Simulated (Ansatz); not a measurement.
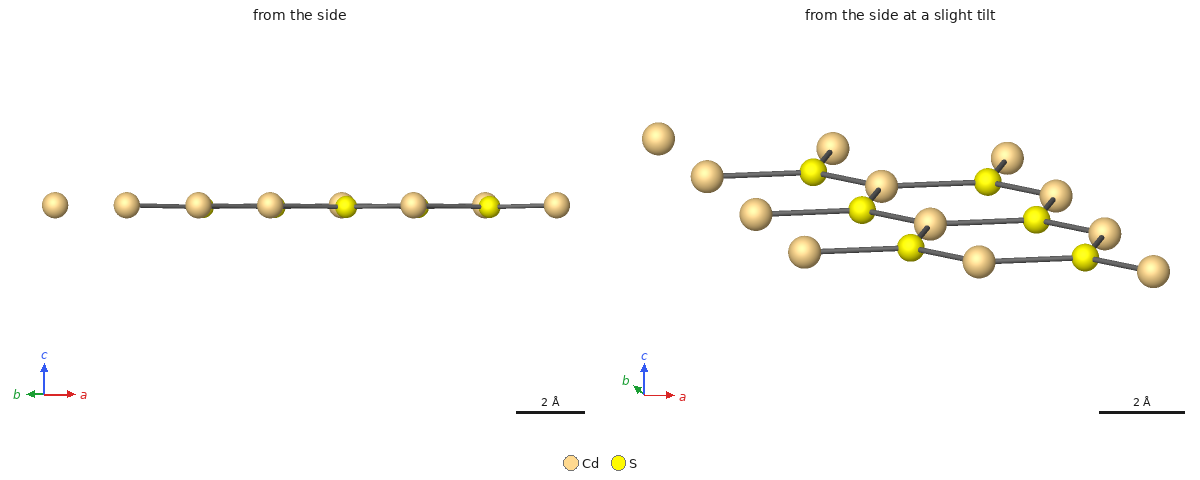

A ball-and-stick picture of a periodic sheet, seen from the side and from the side at a slight tilt. The surface normal points up in side views; the vacuum is left out. 2×3 cells are drawn in the plane, with atoms at the edges repeated.

The cell holds 1 Cd, 1 S.

### Give the termination of both faces.

The top face ends in Cd and S, the bottom face in Cd and S. The two faces are alike.

### What is its extent along the surface normal?

About 0.1 Å from the lowest to the highest atom.

### Describe the bonding.

Around each Cd lie three S in a distorted trigonal planar arrangement at about 2.4 to 2.6 Å. Around each S lie three Cd in a distorted trigonal planar arrangement at about 2.4 to 2.6 Å. The bonds build CdS layers parallel to the surface.

The initial geometry was a structure listed in the Materials Project. The cell was then strained or its atoms displaced on purpose. A calculation with Ansatz used it as input.

At this level of theory the run's own cell isn't at rest (forces up to 0.8 eV/Å), so its distances can differ from those at equilibrium, the more so the softer the solid.
